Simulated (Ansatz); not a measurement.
# Mending a single-point calculation on Rh

System: Rh (P6₃/mmc, 2 atoms in the cell).
Method of the first run: DFT, PBE, plane waves, PAW, no spin polarisation (Ansatz 0.2.0).

The structure derives from a Materials Project entry. Some settings of this run were made unusual or wrong on purpose. Text and figures count atoms from 1; the logs count them from 0 in places.

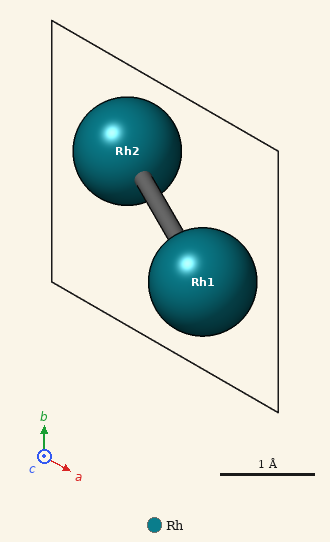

**Figure 1.** The structure (ball-and-stick view of the cell of the calculation, along the c axis; atoms are numbered from 1 in the order of the input).

Input file, the first run:
```yaml
crystal:
  lattice:
    - [2.8065327971, 0.0, 0.0]
    - [-1.4032663985, 2.4305286988, 0.0]
    - [0.0, 0.0, 4.3848426969]
  atoms:
    - { symbol: Rh, position: [0.6666666667, 0.3333333333, 0.75] }
    - { symbol: Rh, position: [0.3333333333, 0.6666666667, 0.25] }
basis:
  ecutwfc: 420
kpoints:
  mp_grid: { grid: [1, 1, 1] }
hamiltonian:
  xc: pbe
scf:
  occupations: { method: gaussian, width: 0.15 }
  max_iter: 100
output:
  forces: true
  eigenvalues: true
  stress: true
```

Launched with:
```bash
ansatz run input.yaml --threads 1 --pin off --max-ram 2560MiB --backend cpu --events-out ev --progress --plain --runs-dir out
```

Hardware: 1 thread of Intel Xeon Gold (Sapphire Rapids), 64 GiB of memory available, shared host.

Output, shortened to warnings, some set-up lines, iterations and results (the first run):
```
Basis set: ecut = 420 eV, 591 PW (Γ), exchange–correlation on 40×40×60 points (8 copies of the dense FFT grid, shifted against one another)
Symmetry: 24 space group operations
k-points: 1
Initial density: superposition of atomic densities (neutral atoms: chi_scale 0, normalization atom), corrected by the library's trained network
[...]
SCF iter   1: F=—  HF=-12810.854759 eV  |F-HF|=—  |Δ(HF+E_count)|=         —  Δρ=1.59e-1  dr2=3.35e0  ethr=1.77e-3  ⟨swp⟩=4.0  Hψ=79  notcnv=0
SCF iter   2: F=—  HF=-12809.742506 eV  |F-HF|=—  |Δ(HF+E_count)|=    1.11e0  Δρ=6.56e-2  dr2=4.93e-1  ethr=1.77e-3  ⟨swp⟩=2.0  Hψ=48  notcnv=0
SCF iter   3: F=—  HF=-12809.610951 eV  |F-HF|=—  |Δ(HF+E_count)|=   1.32e-1  Δρ=1.12e-2  dr2=1.81e-2  ethr=1.45e-3  ⟨swp⟩=2.0  Hψ=34  notcnv=0
SCF iter   4: F=—  HF=-12809.606529 eV  |F-HF|=—  |Δ(HF+E_count)|=   4.42e-3  Δρ=3.36e-3  dr2=8.09e-4  ethr=5.33e-5  ⟨swp⟩=2.0  Hψ=43  notcnv=0
SCF iter   5: F=—  HF=-12809.606829 eV  |F-HF|=—  |Δ(HF+E_count)|=   3.00e-4  Δρ=2.72e-4  dr2=6.98e-6  ethr=2.38e-6  ⟨swp⟩=3.0  Hψ=40  notcnv=0
SCF iter   6: F=—  HF=-12809.606833 eV  |F-HF|=—  |Δ(HF+E_count)|=   4.37e-6  Δρ=2.61e-5  dr2=6.46e-8  ethr=2.94e-10  ⟨swp⟩=4.0  Hψ=101  notcnv=0
SCF iter   7: F=-12809.606833 eV  HF=-12809.606833 eV  |F-HF|=2.47e-10  |Δ(HF+E_count)|=   9.78e-8  Δρ=1.62e-6  dr2=2.32e-10  ethr=1.90e-10  ⟨swp⟩=2.0  Hψ=66  notcnv=0
SCF 1 converged in 7 iterations: F = -12809.606833 eV  dr2 = 2.32e-10
SCF converged after 7 iterations
Free energy (F): -12809.606833 eV
Harris-Foulkes:  -12809.606833 eV  (|F-HF|=2.47e-10)
Internal energy: -12809.606833 eV  (E = F + TS)
E sigma→0 (E₀):  -12809.606833 eV
Fermi energy:    19.772648 eV
--- Per-component energies (eV) ---
  E_band       = -222.318322
  E_kinetic    = 1142.521264
  E_local      = -3367.287428  (includes V_loc(G=0)·N_el)
  E_nonlocal   = 719.049308
  E_hartree    = 1194.668188
  E_xc         = -443.411711
  E_vxc        = -556.436534  (∫ρ·V_xc dr)
  E_paw        = -7178.155471  (= ΣΔE_a)
  E_vpaw       = -549.503253  (= ΣTr[D̂ρ^β])
  E_aug_tail   = 0.001771  (compensation charges beyond the density's cutoff)
  E_ewald      = -4876.992754
  E_smearing   = -0.000000  (= −TS)
  E_closure    = 0.000000  (closes the sum)
  Σ components = -12809.606833   (vs F -12809.606833, Δ=0.00e0)
--- Forces (eV/Å), atoms counted from 1 ---
  atom   1  Rh     0.00000000     0.00000000     0.00000000
  atom   2  Rh    -0.00000000    -0.00000000    -0.00000000
  max |Σ_I F_I| component: 8.62e-27 eV/Å
--- Stress (GPa, compression-positive) ---
       20.875512      -0.000000      -0.000000
       -0.000000      20.875512       0.000000
       -0.000000       0.000000     -71.748220
  P = ⅓ Tr σ = -9.9991 GPa (-99.991 kbar)
```

Diagnose this run and give a change of the input that cures it.

This input holds a deliberate fault: one k-point for a small cell (`kpoints.mp_grid.grid`). One point cannot sample the zone of a small cell. The run converged all the same; its numbers are those of the faulty input and shouldn't be used.

A run of the same system that converges differs from this input as follows (lines with − go, lines with + come):
```diff
-  mp_grid: { grid: [1, 1, 1] }
+  mp_grid: { grid: [24, 24, 14] }
-  max_iter: 100
```

Output, shortened to warnings, some set-up lines, iterations and results (the second run):
```
Basis set: ecut = 420 eV, 591 PW (Γ), exchange–correlation on 40×40×60 points (8 copies of the dense FFT grid, shifted against one another)
Symmetry: 24 space group operations
k-points: 488 of 8064
Initial density: superposition of atomic densities (neutral atoms: chi_scale 0, normalization atom), corrected by the library's trained network
[...]
SCF iter   1: F=—  HF=-12805.635882 eV  |F-HF|=—  |Δ(HF+E_count)|=         —  Δρ=6.47e-3  dr2=2.34e-3  ethr=1.77e-3  ⟨swp⟩=4.6  Hψ=38404  notcnv=0
SCF iter   2: F=—  HF=-12805.638139 eV  |F-HF|=—  |Δ(HF+E_count)|=   2.26e-3  Δρ=3.65e-3  dr2=8.42e-4  ethr=6.89e-6  ⟨swp⟩=2.0  Hψ=18589  notcnv=0
SCF iter   3: F=—  HF=-12805.638696 eV  |F-HF|=—  |Δ(HF+E_count)|=   5.57e-4  Δρ=5.72e-4  dr2=7.45e-5  ethr=2.48e-6  ⟨swp⟩=2.0  Hψ=14644  notcnv=0
SCF iter   4: F=—  HF=-12805.638686 eV  |F-HF|=—  |Δ(HF+E_count)|=   9.71e-6  Δρ=1.61e-4  dr2=1.93e-6  ethr=2.19e-7  ⟨swp⟩=2.1  Hψ=14864  notcnv=0
SCF iter   5: F=—  HF=-12805.638688 eV  |F-HF|=—  |Δ(HF+E_count)|=   1.47e-6  Δρ=4.30e-5  dr2=3.51e-7  ethr=5.67e-9  ⟨swp⟩=2.0  Hψ=14663  notcnv=0
SCF iter   6: F=-12805.638687 eV  HF=-12805.638687 eV  |F-HF|=3.26e-8  |Δ(HF+E_count)|=   7.48e-8  Δρ=1.31e-5  dr2=4.43e-8  ethr=2.94e-10  ⟨swp⟩=4.0  Hψ=33603  notcnv=0
SCF 1 converged in 6 iterations: F = -12805.638687 eV  dr2 = 4.43e-8
SCF converged after 6 iterations
Free energy (F): -12805.638687 eV
Harris-Foulkes:  -12805.638687 eV  (|F-HF|=3.26e-8)
Internal energy: -12805.595121 eV  (E = F + TS)
E sigma→0 (E₀):  -12805.616904 eV
Entropy (-TS):   -0.043566 eV (-21.783 meV/atom)
Fermi energy:    20.176945 eV
--- Per-component energies (eV) ---
  E_band       = -238.383252
  E_kinetic    = 1142.114606
  E_local      = -3335.856120  (includes V_loc(G=0)·N_el)
  E_nonlocal   = 709.589032
  E_hartree    = 1171.237547
  E_xc         = -441.912321
  E_vxc        = -554.552414  (∫ρ·V_xc dr)
  E_paw        = -7173.776884  (= ΣΔE_a)
  E_vpaw       = -542.169165  (= ΣTr[D̂ρ^β])
  E_aug_tail   = 0.001773  (compensation charges beyond the density's cutoff)
  E_ewald      = -4876.992754
  E_smearing   = -0.043566  (= −TS)
  E_closure    = -0.000000  (closes the sum)
  Σ components = -12805.638687   (vs F -12805.638687, Δ=0.00e0)
--- Forces (eV/Å), atoms counted from 1 ---
  atom   1  Rh    -0.00000000     0.00000000     0.00000000
  atom   2  Rh     0.00000000     0.00000000    -0.00000000
  max |Σ_I F_I| component: 4.63e-18 eV/Å
--- Stress (GPa, compression-positive) ---
      -14.250889       0.000000       0.000000
        0.000000     -14.250889      -0.000000
        0.000000      -0.000000      -8.717668
  P = ⅓ Tr σ = -12.4065 GPa (-124.065 kbar)
```

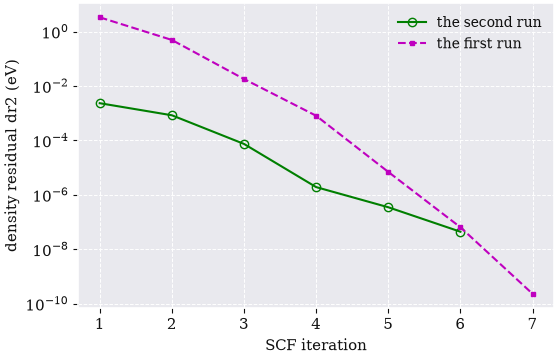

**Figure 2.** Convergence of the two runs: density residual dr2 against the SCF iteration. The second run takes 6 iterations in all, and the first run takes 7.

The two runs side by side:

| quantity | the first run | the second run |
| --- | --- | --- |
| outcome | converged | converged |
| free energy per atom (eV) | −6404.8034 | −6402.8193 |
| energy per atom, smearing taken to zero (eV) | −6404.8034 | −6402.8085 |
| gap on the mesh (eV) | 1.30 | 0.00 |
| pressure (GPa) | −10.00 | −12.41 |
| largest force (eV/Å) | 0.000 | 0.000 |
| SCF iterations | 7 | 6 |
| irreducible k-points | 1 | 488 |
| plane waves at Γ | 591 | 591 |

The free energy of the second run is 1984.1 meV per atom higher, which comes mainly from the change of mesh; a solver setting shouldn't move a converged energy. The gap of 1.30 eV on the mesh closes. Between meshes this is a matter of sampling: the true gap is no larger than the smaller value. The pressure goes from −10.00 to −12.41 GPa. The SCF takes 6 iterations against 7. The irreducible k-points go from 1 to 488.

Notes on the second run: The cell is under a tension of 12.4 GPa at this level, so it is not at its equilibrium volume.
